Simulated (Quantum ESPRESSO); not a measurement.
HfN: single-point calculation (part 2 of 2)

HfN (Fm-3m, 2 atoms in the cell); Kohn-Sham DFT of a periodic cell, PBE, DFT+U, SSSP 1.3 efficiency PBE, no spin polarisation (Quantum ESPRESSO 7.5); cutoff 816.34 eV, 10×10×10 k-mesh, fermi-dirac of 0.05 eV. The structure derives from an entry of the Crystallography Open Database.

### Log, continued
```
          k = 0.1414-0.0000 0.0000 (  1231 PWs)   bands (ev):

   -43.8402 -12.3297 -12.2631 -12.2631   1.5396  14.2029  15.3992  15.3992
    17.9091  19.2928  19.2928  20.8581  20.8660  22.7288  29.3866  40.4656
    40.4656  42.1938

          k = 0.2121 0.0707-0.0707 (  1221 PWs)   bands (ev):

   -43.8315 -12.5208 -12.2964 -12.2785   1.9700  13.0290  14.5778  14.7880
    17.9122  20.0245  20.1252  21.7425  21.7823  24.4028  30.8605  37.3660
    38.2428  40.7732

          k = 0.2828 0.1414-0.1414 (  1223 PWs)   bands (ev):

   -43.8202 -12.7985 -12.3276 -12.3058   2.6356  11.8272  13.4868  13.8916
    18.5063  20.9625  21.1996  23.1900  23.5127  25.9695  32.1335  35.0214
    35.4809  38.6208

          k = 0.3536 0.2121-0.2121 (  1219 PWs)   bands (ev):

   -43.8096 -13.0442 -12.3449 -12.3439   3.3303  10.7427  12.7952  13.1259
    19.5404  22.0546  22.2865  24.1384  25.4065  27.1091  30.9939  33.0442
    34.0798  38.6548

          k =-0.2828-0.4243 0.4243 (  1212 PWs)   bands (ev):

   -43.8032 -13.1730 -12.3780 -12.3423   3.7759  10.0919  12.5756  12.6618
    20.9262  22.2511  22.6695  24.3821  27.0956  27.6381  30.2475  31.7799
    32.3973  40.0924

          k =-0.2121-0.3536 0.3536 (  1206 PWs)   bands (ev):

   -43.8043 -13.1454 -12.3941 -12.3207   3.7052  10.1920  12.5648  12.7741
    21.0637  21.9580  22.2202  24.4716  26.6787  27.6095  30.5343  32.1628
    32.6555  39.6942

          k =-0.1414-0.2828 0.2828 (  1216 PWs)   bands (ev):

   -43.8122 -12.9710 -12.3848 -12.2881   3.1621  11.0234  12.8484  13.3288
    19.9243  20.7252  22.2063  23.6159  25.4124  26.5976  31.4482  33.3379
    35.3502  37.9963

          k =-0.0707-0.2121 0.2121 (  1220 PWs)   bands (ev):

   -43.8233 -12.7089 -12.3505 -12.2566   2.4437  12.2970  13.4815  14.1385
    19.2286  19.5927  21.0684  22.0816  24.2436  24.8700  31.9466  34.6378
    38.0987  38.7831

          k = 0.0000-0.1414 0.1414 (  1233 PWs)   bands (ev):

   -43.8344 -12.4626 -12.2960 -12.2384   1.8187  13.7085  14.3587  14.9522
    18.8324  18.8746  19.8119  21.0542  22.7450  22.9973  30.2629  37.7288
    39.8531  42.1941

          k = 0.2828-0.0000 0.0000 (  1219 PWs)   bands (ev):

   -43.8285 -12.5634 -12.3431 -12.3431   2.1027  12.3795  14.9941  14.9941
    16.8369  21.0841  21.0841  21.3457  21.4956  25.8815  31.8624  37.3197
    37.3197  37.3327

          k = 0.3536 0.0707-0.0707 (  1228 PWs)   bands (ev):

   -43.8194 -12.7493 -12.3851 -12.3839   2.4324  11.8497  14.2548  14.5732
    16.9450  21.8769  21.9363  22.4451  22.4782  27.0736  33.0256  34.2497
    35.5601  37.4985

          k = 0.4243 0.1414-0.1414 (  1218 PWs)   bands (ev):

   -43.8049 -12.9493 -12.4432 -12.4069   2.8564  11.4511  13.2990  13.8637
    17.7575  22.7585  22.8393  23.7859  23.9987  27.6898  30.7018  33.6809
    34.5987  38.8118

          k =-0.2121-0.4950 0.4950 (  1217 PWs)   bands (ev):

   -43.7915 -13.0736 -12.5150 -12.4006   3.2392  11.0309  12.8751  13.2271
    19.0153  22.5545  23.0552  25.0590  25.8528  27.9105  29.3218  32.7394
    33.5597  40.1833

          k =-0.1414-0.4243 0.4243 (  1211 PWs)   bands (ev):

   -43.7879 -13.0847 -12.5660 -12.3686   3.4247  10.7411  12.8344  12.9653
    20.5803  21.5435  22.3021  24.8939  27.3506  27.8372  29.6915  32.2254
    33.3155  40.1450

          k =-0.0707-0.3536 0.3536 (  1205 PWs)   bands (ev):

   -43.7967 -12.9924 -12.5609 -12.3225   3.3011  10.8669  12.7495  13.3152
    20.5106  21.1511  22.0605  23.5314  26.7787  27.5754  30.5358  32.5023
    35.3524  39.8068

          k = 0.0000-0.2828 0.2828 (  1207 PWs)   bands (ev):

   -43.8113 -12.8481 -12.4795 -12.2795   2.9123  11.4398  12.9787  13.7712
    19.8593  20.1539  22.0353  22.5016  25.3991  26.5325  31.9623  32.8832
    37.9659  38.8543

          k = 0.4243 0.0000-0.0000 (  1226 PWs)   bands (ev):

   -43.8145 -12.8154 -12.4401 -12.4401   2.3400  11.9333  14.9000  14.9000
    15.8117  22.0067  22.5030  22.9258  22.9258  27.7939  32.5866  35.0243
    35.2418  35.2418

          k = 0.4950 0.0707-0.0707 (  1216 PWs)   bands (ev):

   -43.8018 -12.9287 -12.5040 -12.4725   2.4051  12.1527  14.1248  14.6269
    16.2696  22.8588  23.3608  23.5882  23.6213  27.9715  30.2095  34.3909
    34.6254  37.4657

          k =-0.1414-0.5657 0.5657 (  1214 PWs)   bands (ev):

   -43.7852 -12.9868 -12.6183 -12.4707   2.6291  12.2472  13.2986  14.0138
    17.3116  23.1409  23.6112  24.4611  24.9075  27.7870  29.0317  33.9191
    33.9656  39.2579

          k =-0.0707-0.4950 0.4950 (  1213 PWs)   bands (ev):

   -43.7755 -12.9598 -12.7464 -12.4355   2.9421  11.7540  13.1437  13.3944
    18.7664  22.2434  22.9391  24.8202  26.1848  28.3354  29.7803  32.1757
    34.4152  38.9598

          k =-0.0000-0.4243 0.4243 (  1208 PWs)   bands (ev):

   -43.7805 -12.9537 -12.7355 -12.3791   3.2135  11.1556  12.9453  13.2277
    20.5302  21.3520  21.9665  23.8827  27.4304  29.0491  29.7022  31.5511
    35.2160  38.4515

          k = 0.5657-0.0000 0.0000 (  1218 PWs)   bands (ev):

   -43.7963 -12.9860 -12.5172 -12.5172   2.1418  12.7390  15.0085  15.0085
    15.1226  22.6149  23.6881  24.0878  24.0878  27.6389  29.0597  34.7518
    34.7518  37.9720

          k =-0.0707-0.6364 0.6364 (  1213 PWs)   bands (ev):

   -43.7858 -13.0108 -12.5852 -12.5257   2.1637  13.1290  14.0255  14.7607
    15.9928  23.3250  23.9152  24.1563  24.5251  27.1370  28.4944  34.5477
    34.8322  39.1421

          k = 0.0000-0.5657 0.5657 (  1214 PWs)   bands (ev):

   -43.7758 -12.9568 -12.7227 -12.4951   2.4644  12.9098  13.2591  14.1099
    17.1703  23.1433  23.6756  24.6793  24.9037  27.3194  29.3389  33.3654
    35.0280  38.4243

          k =-0.7071 0.0000 0.0000 (  1234 PWs)   bands (ev):

   -43.7871 -13.0412 -12.5463 -12.5463   1.9906  13.3650  14.8828  15.0866
    15.0866  22.8698  24.3382  24.3927  24.3927  26.8841  27.8727  35.0451
    35.0451  39.2495

          k = 0.2828 0.1414 0.0000 (  1224 PWs)   bands (ev):

   -43.8233 -12.6780 -12.3811 -12.2914   2.3732  12.1563  13.9540  14.4005
    17.9479  20.7461  21.3698  21.6103  23.2263  25.9275  32.3018  34.4184
    37.6829  38.9275

          k = 0.3536 0.2121-0.0707 (  1222 PWs)   bands (ev):

   -43.8105 -12.8870 -12.4516 -12.3203   2.8930  11.3941  13.1854  13.7586
    18.5777  21.5020  22.3915  22.8227  24.7147  27.1067  31.6363  33.3028
    36.0972  38.6520

          k =-0.2828-0.4243 0.5657 (  1218 PWs)   bands (ev):

   -43.7975 -13.0583 -12.4871 -12.3571   3.3408  10.7997  12.7821  13.1814
    19.5879  22.2864  22.4333  24.3207  26.1415  27.7629  30.1437  32.5138
    34.0937  40.0602

          k =-0.2121-0.3536 0.4950 (  1212 PWs)   bands (ev):

   -43.7918 -13.1230 -12.4962 -12.3748   3.5213  10.5610  12.8143  12.8167
    20.7522  21.2256  22.9346  25.1421  26.9859  27.7044  29.7398  32.4982
    32.5444  40.3763

          k = 0.4243 0.1414-0.0000 (  1224 PWs)   bands (ev):

   -43.8082 -12.8703 -12.4844 -12.4031   2.6028  11.7419  13.9523  14.0982
    17.1559  22.3682  22.7166  23.0357  23.7648  27.7816  31.3973  33.7068
    35.7486  37.0862

          k =-0.2121-0.4950 0.6364 (  1216 PWs)   bands (ev):

   -43.7916 -12.9722 -12.5693 -12.4394   2.8373  11.7176  13.2577  13.6829
    17.9888  22.6126  23.3131  23.6764  25.4440  28.1204  29.6178  33.0860
    34.7524  38.9321

          k =-0.1414-0.4243 0.5657 (  1212 PWs)   bands (ev):

   -43.7795 -13.0116 -12.6446 -12.4473   3.0570  11.5055  13.0454  13.2818
    19.2051  21.5026  23.5051  24.9215  26.0481  28.5717  29.3599  32.6987
    33.6519  39.6315

          k =-0.0707-0.3536 0.4950 (  1212 PWs)   bands (ev):

   -43.7807 -12.9914 -12.6731 -12.4127   3.1676  11.2631  12.9870  13.2079
    20.2380  20.8097  22.9886  24.2283  26.8566  28.9321  29.5888  31.9708
    34.4150  39.1268

          k = 0.0000-0.2828 0.4243 (  1220 PWs)   bands (ev):

   -43.7944 -12.9491 -12.5986 -12.3600   3.1055  11.2108  12.9559  13.4678
    19.2916  22.1252  22.2238  23.2258  26.3381  27.9629  30.3224  32.6192
    35.7492  38.7905

          k =-0.1414-0.5657 0.7071 (  1221 PWs)   bands (ev):

   -43.7891 -12.9749 -12.5664 -12.5171   2.3907  12.5836  13.9575  14.0890
    16.7297  23.0917  23.4572  24.0273  24.7185  27.7350  29.1348  33.8403
    34.7746  38.6851

          k =-0.0707-0.4950 0.6364 (  1203 PWs)   bands (ev):

   -43.7756 -12.9511 -12.6873 -12.5266   2.5699  12.6937  13.2904  13.7510
    17.7176  22.3286  24.1047  24.1747  25.3562  27.8184  29.5226  33.1485
    34.6665  39.0191

          k = 0.0000-0.4243 0.5657 (  1203 PWs)   bands (ev):

   -43.7713 -12.8537 -12.8422 -12.4809   2.8696  11.9972  13.2127  13.3663
    19.0873  21.2286  23.6570  24.5051  25.7797  28.8927  30.6913  31.3877
    34.7673  38.3698

          k =-0.7071 0.1414 0.0000 (  1210 PWs)   bands (ev):

   -43.7799 -12.9987 -12.5973 -12.5682   2.2330  13.3073  13.9099  14.0801
    16.6196  23.3035  23.5364  24.3985  24.9469  27.0659  28.7232  34.1558
    35.0645  38.8473

          k =-0.1414-0.4243 0.7071 (  1219 PWs)   bands (ev):

   -43.7764 -12.9365 -12.6925 -12.5034   2.8413  12.0255  13.2262  13.3803
    18.8655  21.3933  23.8627  23.8878  26.0512  28.6854  29.8798  32.2775
    34.6224  38.9152

          k =-0.0707-0.3536 0.6364 (  1212 PWs)   bands (ev):

   -43.7696 -12.8879 -12.7626 -12.5405   2.8471  12.1358  13.2153  13.2970
    19.9632  20.0483  24.1187  24.5062  25.3470  29.3013  30.5465  31.7870
    34.2696  38.9965

          k =-0.7071 0.2828 0.0000 (  1212 PWs)   bands (ev):

   -43.7685 -12.8818 -12.7278 -12.6028   2.6620  12.7415  13.2360  13.3701
    18.7327  21.1091  24.1670  24.4078  25.1112  28.7887  30.4100  32.3468
    34.6025  38.6159

     the Fermi energy is    18.8154 ev

!    total energy              =    -132.99599255 Ry
     estimated scf accuracy    <          1.1E-11 Ry
     smearing contrib. (-TS)   =      -0.00047095 Ry
     internal energy E=F+TS    =    -132.99552160 Ry

     The total energy is F=E-TS. E is the sum of the following terms:
     one-electron contribution =      -6.45497313 Ry
     hartree contribution      =      13.59171889 Ry
     xc contribution           =     -34.19307328 Ry
     ewald contribution        =    -106.21187537 Ry
     Hubbard energy            =       0.27268129 Ry

     convergence has been achieved in  11 iterations

     Forces acting on atoms (cartesian axes, Ry/au):

     atom    1 type  1   force =    -0.00000000    0.00000000   -0.00000000
     atom    2 type  2   force =     0.00000000   -0.00000000    0.00000000

     Total force =     0.000000     Total SCF correction =     0.000000

     Computing stress (Cartesian axis) and pressure

          total   stress  (Ry/bohr**3)                   (kbar)     P=       29.71
   0.00020194  -0.00000000  -0.00000000           29.71       -0.00       -0.00
  -0.00000000   0.00020194  -0.00000000           -0.00       29.71       -0.00
  -0.00000000  -0.00000000   0.00020194           -0.00       -0.00       29.71

=------------------------------------------------------------------------------=
   JOB DONE.
=------------------------------------------------------------------------------=
```

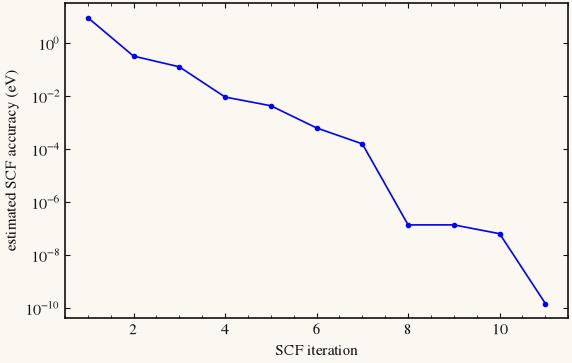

Figure 1. Convergence of the self-consistent field: estimated SCF accuracy against the iteration. The field takes 11 iterations in all.

This output came from the following input.

### The input
```
&CONTROL
  calculation = 'scf'
  prefix = 'pwscf'
  outdir = './tmp'
  pseudo_dir = './pseudo'
  tprnfor = .true.
  tstress = .true.
  disk_io = 'nowf'
/
&SYSTEM
  ibrav = 0
  A = 3.1904658
  nat = 2
  ntyp = 2
  ecutwfc = 60
  ecutrho = 480
  nbnd = 18
  occupations = 'smearing'
  smearing = 'fd'
  degauss = 0.00367493
/
&ELECTRONS
  conv_thr = 4d-10
  electron_maxstep = 120
  mixing_beta = 0.3
/
ATOMIC_SPECIES
Hf   178.4900 Hf-sp.oncvpsp.upf
N     14.0070 N.pbe-n-radius_5.UPF
CELL_PARAMETERS alat
   0.0000000000    0.7071067805    0.7071067805
   0.7071067805    0.0000000000    0.7071067805
   0.7071067805    0.7071067805    0.0000000000
ATOMIC_POSITIONS alat
Hf     0.0000000000    0.0000000000    0.0000000000
N      0.7071067805    0.7071067805    0.7071067805
K_POINTS automatic
10 10 10 0 0 0
HUBBARD {atomic}
U Hf-5d 3.0
```

Command:
```bash
OMP_NUM_THREADS=1 pw.x -in pw.in > pw.out
```

### Summary

```json
{"quantity": "outcome", "value": "converged"}
{"quantity": "space group (tolerance 0.01 Å)", "value": "Fm-3m (225)"}
{"quantity": "electrons treated", "value": "17"}
{"quantity": "free energy", "value": "−1809.5027 eV"}
{"quantity": "Fermi energy", "value": "18.815 eV"}
{"quantity": "gap on the k-point mesh", "value": "none (metallic)"}
{"quantity": "pressure", "value": "2.97 GPa"}
{"quantity": "largest force (length of the vector)", "value": "under 0.001 eV/Å"}
{"quantity": "hardware", "value": "1 thread of Arm Neoverse V1, 24 GiB of memory available, shared host"}
{"quantity": "wall time", "value": "21 s"}
{"quantity": "peak memory", "value": "0.1 GiB"}
```

### Remarks

Spin–orbit coupling is left out, which matters for Hf. The cell holds an odd number of electrons but the run has no spin polarisation, so a band is left half filled.
